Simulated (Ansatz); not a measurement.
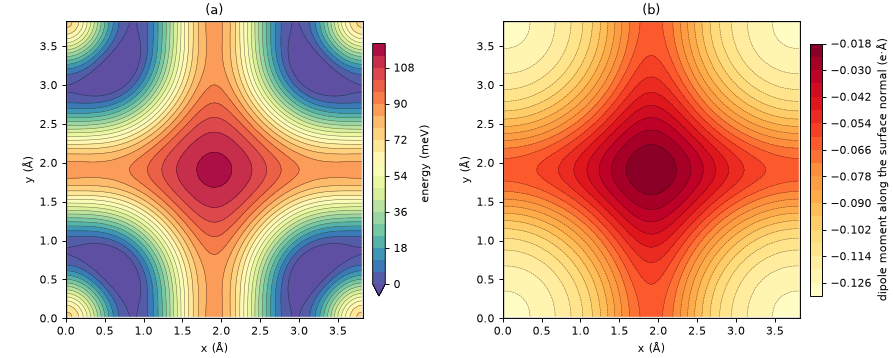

H on a two-dimensional sheet of SnO (4 atoms of substrate and one adsorbate in a 1 × 1 cell). 
- H is moved over the surface cell at a fixed height above a rigid substrate; the origin of the map has the adsorbate above Sn4; the height is held at 2.20 Å.
- Places are given modulo a cell vector. The map is drawn in real space over the plane of the surface.
- Grid: 8 × 8 points; 15 points were computed and 49 follow by symmetry.
- Energies are in meV, from the lowest grid point.
- With one adsorbate in each 1 × 1 cell, its nearest image is 3.8 Å away, so neighbouring adsorbates interact. At a fixed height the lowest place need not be the adsorption site.
- These are results of DFT PBE+D3(BJ), scalar-relativistic, plane waves, PAW in Ansatz, not measurements. Settings: cutoff 420 eV, k-mesh 7×7×1, gaussian smearing 0.05 eV, spin-polarised.

Panel (a) is the energy and panel (b) the computed dipole moment along the surface normal on the same grid.

In the figure: filled contours, the outline of one cell of the plane. Between grid points the surface is interpolated.

Q: How does the dipole moment along the surface normal vary over the map, and what is it at the lowest grid point?

A: It runs from −0.13 e·Å at the top site over a surface Sn atom, (0/8, 0/8) of the cell vectors to −0.02 e·Å at a fourfold hollow over a third-layer Sn atom, (4/8, 4/8) of the cell vectors. At the lowest grid point, (1/8, 2/8) of the cell vectors [nearest 1 Sn at 2.45 Å], it is −0.11 e·Å.

PAW datasets: the set soft_1.
